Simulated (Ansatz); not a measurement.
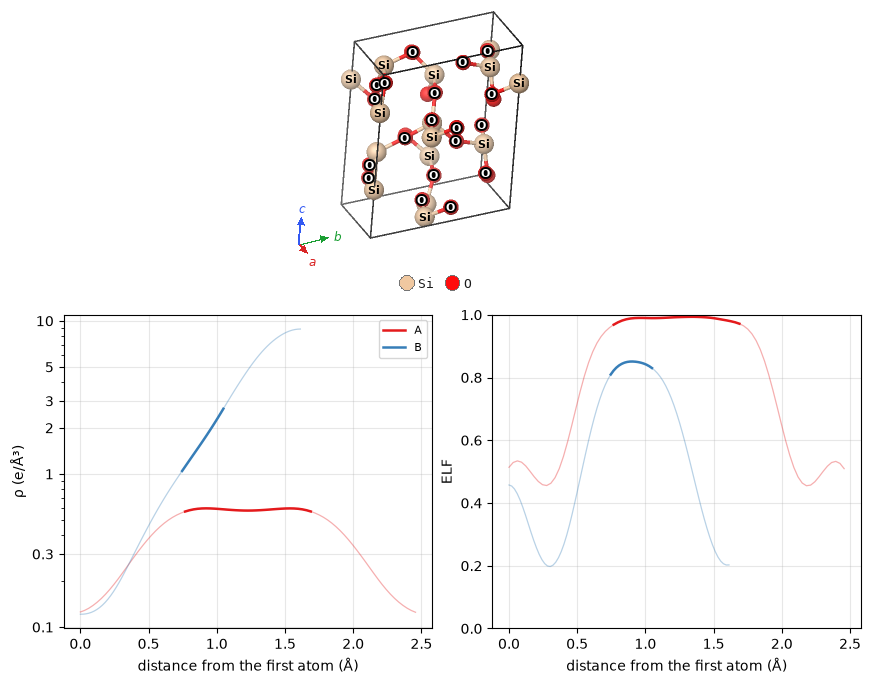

Figure. Si₁₂O₂₃ (cell with a defect). Valence charge density (pseudo) and ELF along straight lines between neighbouring atoms. Thin, pale parts lie inside the atomic spheres. The structure is drawn too.

PAW files of the earlier set (soft_1).

Level of theory: DFT PBE, scalar-relativistic, plane waves, PAW (Ansatz 0.2.0).

The density is the valence pseudo-density of a PAW calculation; it isn't the true density close to the nuclei.

```cif
data_structure
_symmetry_space_group_name_H-M 'P 1'
_symmetry_Int_Tables_number 1
_cell_length_a 7.3056
_cell_length_b 7.3056
_cell_length_c 9.8280
_cell_angle_alpha 70.347
_cell_angle_beta 70.347
_cell_angle_gamma 71.255
_cell_volume 452.21
loop_
_atom_site_label
_atom_site_type_symbol
_atom_site_fract_x
_atom_site_fract_y
_atom_site_fract_z
_atom_site_occupancy
Si1 Si 0.91850 0.40362 0.03910 1
Si2 Si 0.56640 0.09753 0.95217 1
Si3 Si 0.95966 0.00684 0.28598 1
O1 O 0.01043 0.18283 0.13225 1
O2 O 0.97127 0.57744 0.07827 1
O3 O 0.29669 0.59112 0.13298 1
O4 O 0.46333 0.32374 0.97037 1
O5 O 0.48763 0.94016 0.10853 1
O6 O 0.16069 0.94448 0.34850 1
Si4 Si 0.93612 0.40362 0.53126 1
Si5 Si 0.61071 0.08509 0.43179 1
Si6 Si 0.00203 0.99565 0.76882 1
O7 O 0.02395 0.17701 0.61770 1
O8 O 0.99978 0.56616 0.57404 1
O9 O 0.31454 0.54703 0.65211 1
O10 O 0.51488 0.30774 0.46072 1
O11 O 0.55787 0.92265 0.59413 1
O12 O 0.20915 0.93029 0.81815 1
Si7 Si 0.40498 0.91313 0.28893 1
Si8 Si 0.05921 0.60310 0.20044 1
Si9 Si 0.50513 0.49847 0.51439 1
O13 O 0.50748 0.68694 0.36843 1
O14 O 0.48053 0.07125 0.32938 1
O15 O 0.94637 0.81758 0.23815 1
O16 O 0.02130 0.42338 0.35245 1
O17 O 0.69516 0.45077 0.58021 1
Si10 Si 0.45077 0.90290 0.77140 1
Si11 Si 0.07289 0.58734 0.70542 1
Si12 Si 0.49381 0.50685 0.01270 1
O18 O 0.54625 0.67981 0.86046 1
O19 O 0.49654 0.07221 0.82037 1
O20 O 0.81101 0.05969 0.90337 1
O21 O 0.97113 0.81111 0.72811 1
O22 O 0.00837 0.42157 0.86067 1
O23 O 0.67806 0.43153 0.08971 1
```

Q: Which curve belongs to which contact (Si–O and Si–Si)? The first atom named is at distance zero.

A: Curve A: Si–Si (2.46 Å): ρ is about 0.58 e/Å³ halfway; the ELF peaks at about 1 between the atoms: a covalent bond. Curve B: Si–O (1.61 Å): ρ is about 1.3 e/Å³ halfway; the ELF peaks at about 0.85 between the atoms; a polar covalent bond.
